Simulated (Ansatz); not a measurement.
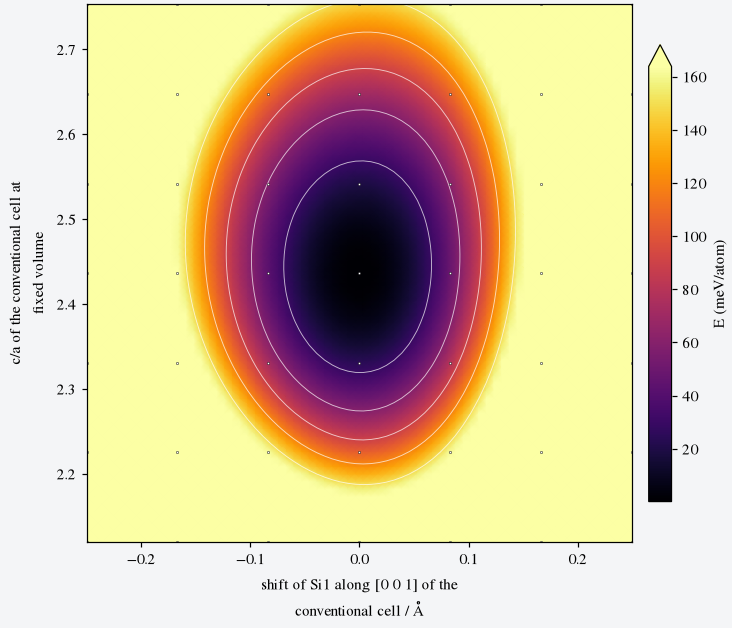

Si2W (I4/mmm, No. 139; 3 atoms in the cell). The energy is mapped over a free internal coordinate and the cell. Coordinates scanned: (1) shift of Si1 along [0 0 1] of the conventional cell, Cartesian (0 0 1), its symmetry partners moved as symmetry demands (measured in the relaxed cell); (2) c/a of the conventional cell at fixed volume. Nothing is relaxed (all other coordinates fixed). The scan uses a 7 × 7 grid. Points are written as (first, second). Energies: meV/atom, counted from the lowest grid point. Computed with Ansatz, DFT PBE, scalar-relativistic, plane waves, PAW. Settings: cutoff 420 eV, k-mesh 18×18×18, gaussian smearing 0.15 eV, no spin polarisation.

In the figure: a smooth colour map with a few white contour lines, dots at the grid points, one colour for all values above the top of the scale. Between grid points the surface is interpolated.

Where is the minimum, and how stiff is the well along each coordinate?

Answer. The interpolated minimum is at the first coordinate ≈ 0.000 Å, the second coordinate ≈ 2.436. The curvatures there are about 39 eV/Å² and 12 eV, with a cross term of about 0 eV/Å (per cell of 3 atoms). Round the minimum the two coordinates are nearly uncoupled.

PAW datasets: the set soft_1.
